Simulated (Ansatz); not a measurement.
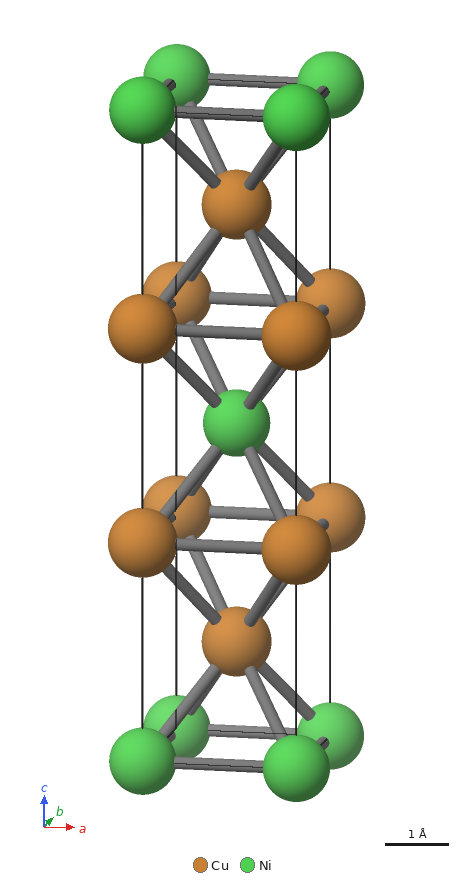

Ball-and-stick model, viewed slightly off an axis. The edges of the conventional unit cell are marked. Cell: a = 2.54 Å, b = 2.54 Å, c = 10.74 Å, α = 90.00°, β = 90.00°, γ = 90.00°.

Its origin is a structure type filled with these elements by a generator (whether the compound takes this form wasn't checked). Earlier steps of the study, as a rule a relaxation of our own, may have changed the cell and positions, so they can lie some per cent off the listed ones. It went into a calculation with Ansatz.

Q: In words:

A: The formula is Cu$_{2}$Ni. Its lattice is body-centred tetragonal, its space group I4/mmm (No. 139). With Z = 2, the cell contains 4 Cu, 2 Ni. The neighbours of Cu are eight Cu and four Ni in a cuboctahedral arrangement (about 2.6 Å to Cu, 2.5 Å to Ni). Ni is coordinated by eight Cu and four Ni in a cuboctahedral arrangement (about 2.5 Å to Cu, 2.5 Å to Ni). The bonds build a three-dimensional framework.

Method used: DFT PBE, scalar-relativistic, plane waves, PAW (Ansatz 0.2.0). It ran with an energy cutoff of 420 eV, k-points about 0.13 Å⁻¹ apart, Gaussian smearing of 0.1 eV, no spin polarisation (a spin-restricted run, not always the ground state).

Q: What is the band gap, if any?

A: A metal: bands cross the Fermi level.

Q: Predict the Bader charges.

A: Cu +0.02 e; Ni -0.04 e.

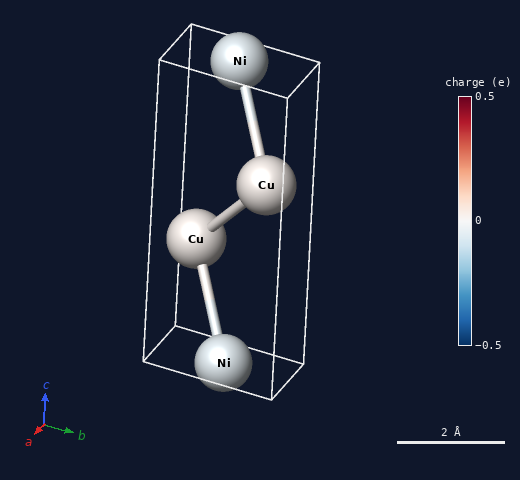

The atoms coloured by those charges. The run's cell of 3 atoms is drawn in a reduced setting, so axes and origin can differ from the first picture.

Q: Has the structure come to rest?

A: Yes. All forces vanish to within 0.01 eV/Å. The pressure is 0.0 GPa, close to zero.
